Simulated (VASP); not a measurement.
```
CELL_PARAMETERS angstrom
3.53021 0.00000 0.00000
0.00000 13.51856 0.00000
0.00000 0.00000 3.56517
ATOMIC_POSITIONS crystal
Ti 0.00000 0.89688 0.25000
Ti 0.50000 0.39688 0.25000
Ti 0.00000 0.10312 0.75000
Ti 0.50000 0.60312 0.75000
Si 0.00000 0.24969 0.25000
Si 0.50000 0.74969 0.25000
Si 0.00000 0.75031 0.75000
Si 0.50000 0.25031 0.75000
Si 0.00000 0.55825 0.25000
Si 0.50000 0.05825 0.25000
Si 0.00000 0.44175 0.75000
Si 0.50000 0.94175 0.75000
```

Space group Cmcm; a structure from a database of computed crystals, not necessarily the ambient phase; computed pressure about −2 GPa in this cell.

Level of theory: VASP 6.6.1, Kohn-Sham DFT of a periodic cell, PBEsol, VASP PAW PBE potentials, recommended.

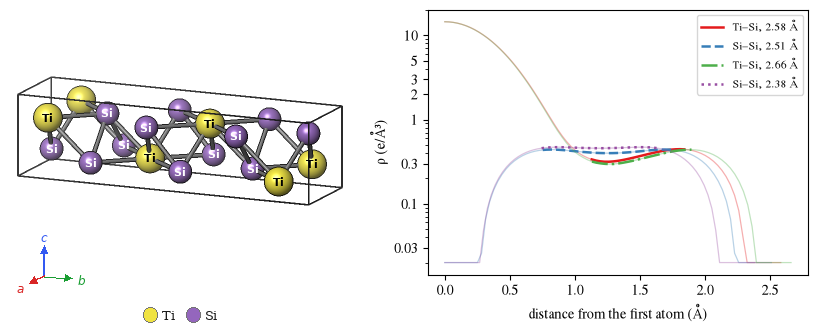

TiSi2. Valence charge density (pseudo) along straight lines between neighbouring atoms. Thin, pale parts lie inside the atomic spheres. The structure is drawn too.

The density is the valence pseudo-density of a PAW calculation; it isn't the true density close to the nuclei.

### Compare the contacts.

Ti–Si (2.58 Å): ρ at the midpoint is about 0.32 e/Å³.
Si–Si (2.51 Å): the density is about 0.4 e/Å³ at the midpoint.
Ti–Si (2.66 Å): ρ is about 0.3 e/Å³ halfway.
Si–Si (2.38 Å): ρ at the midpoint is about 0.46 e/Å³.
